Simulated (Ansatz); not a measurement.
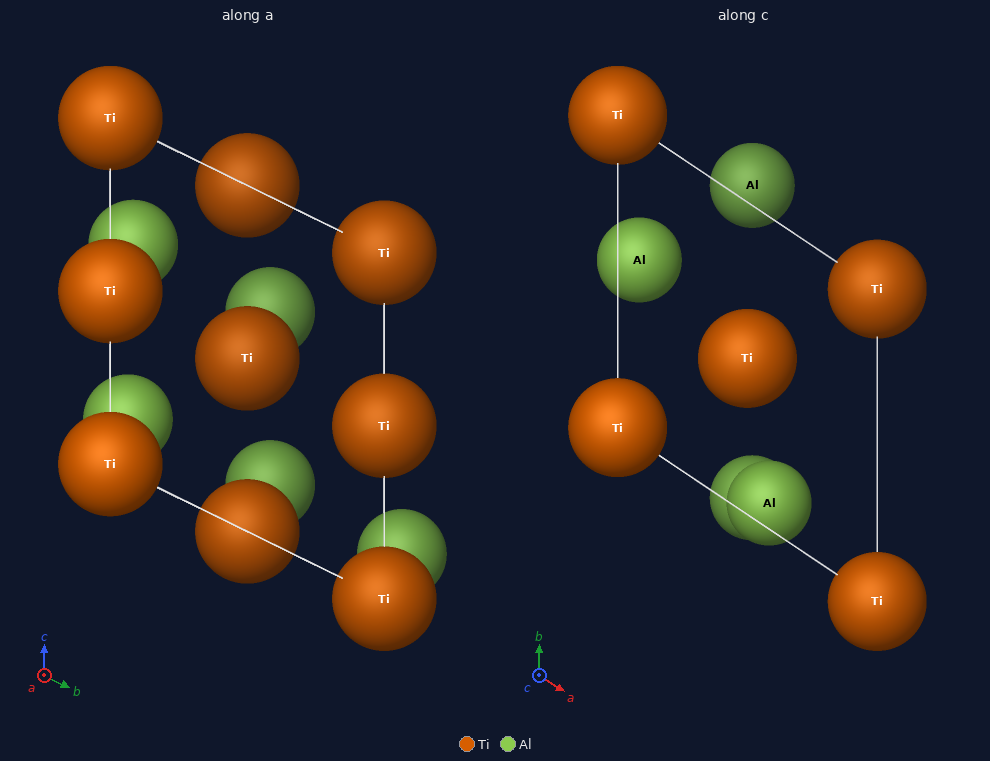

The figure gives a spheres-only picture of the atoms, viewed along the a axis and along the c axis. The frame is the unit cell; atoms at its boundary are shown with their periodic copies.

TiAl, a = 5.43 Å, b = 5.43 Å, c = 5.70 Å, α = 105.21°, β = 105.21°, γ = 116.70°.

The calculation used DFT PBEsol, scalar-relativistic, plane waves, PAW in Ansatz 0.2.0, with a 420 eV plane-wave basis, Brillouin-zone sampling on an 8×8×8 mesh, Gaussian smearing of 0.15 eV, no spin polarisation.

Does it come out as a metal, or with a gap?

A metal: bands cross the Fermi level.

State the hydrostatic pressure.

The computed pressure is 1.0 GPa (compressed: it would expand).

The structure was taken from a structure listed in the Materials Project. The cell was then strained or its atoms displaced on purpose. It was run through Ansatz as a DFT input.

At this level of theory the run's own cell isn't at rest (forces up to 1.7 eV/Å), so its distances can differ from those at equilibrium, the more so the softer the solid.
